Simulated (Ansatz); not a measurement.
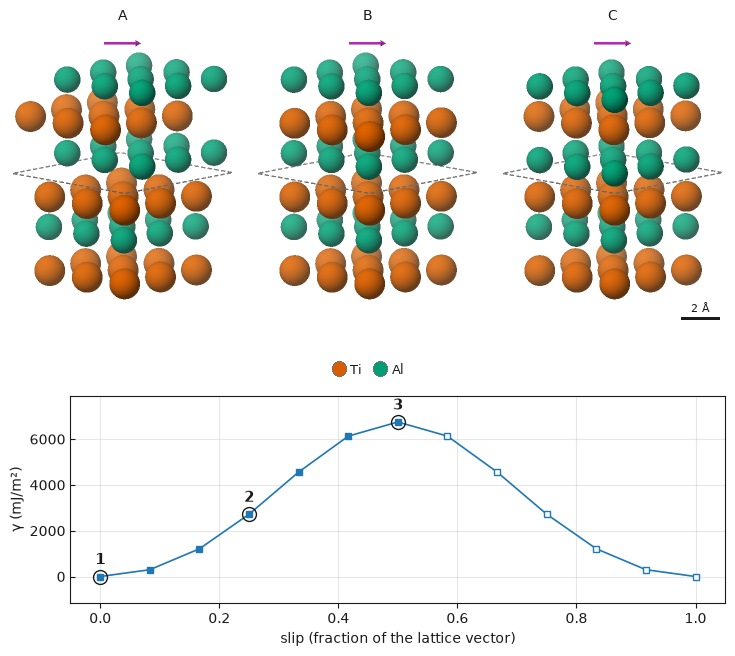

A crystal of TiAl (P4/mmm): the crystal above a cut along the (0 0 1) plane of the conventional cell (between a plane of Ti below and one of Al above, 2.02 Å apart) is slid rigidly by fractions of an in-plane lattice vector 3.95 Å long (a generalised stacking fault). One cut stands in each cell, which starts 12.1 Å high; nothing is relaxed, and the dashed outline marks the cut, the arrow on top the direction of slip. The frames are shuffled; the numbered points of the plot belong to them. Hollow markers are points alike by symmetry, not computed again. A spheres-only model of the layers on both sides of the cut, seen from the side, nearly along the cut plane.

These are results of Ansatz, DFT PBEsol, scalar-relativistic, plane waves, PAW, not measurements. Set-up: plane-wave cutoff 420 eV; k-point mesh 21 × 21 × 5; occupations gaussian; smearing width 0.15 eV; no spin polarisation. Energies (free energies at the smearing named) are counted from the relaxed crystal.

Question: Match the frames to the points.

Answer: Point 1 is frame B (the slip 0.00, 0 mJ/m²); 2 is frame A (the slip 0.25, 2720 mJ/m²); 3 is frame C (the slip 0.50, 6747 mJ/m²). The curve starts and ends at zero, since a full lattice vector restores the crystal. Its highest computed point is 6747 mJ/m² at slip 0.50, which the unstable stacking-fault energy of this rigid path equals or slightly exceeds. No local minimum shows among the points, so there is no metastable fault on this line. The path is symmetric about half-way. Relaxation across the fault would lower the values.
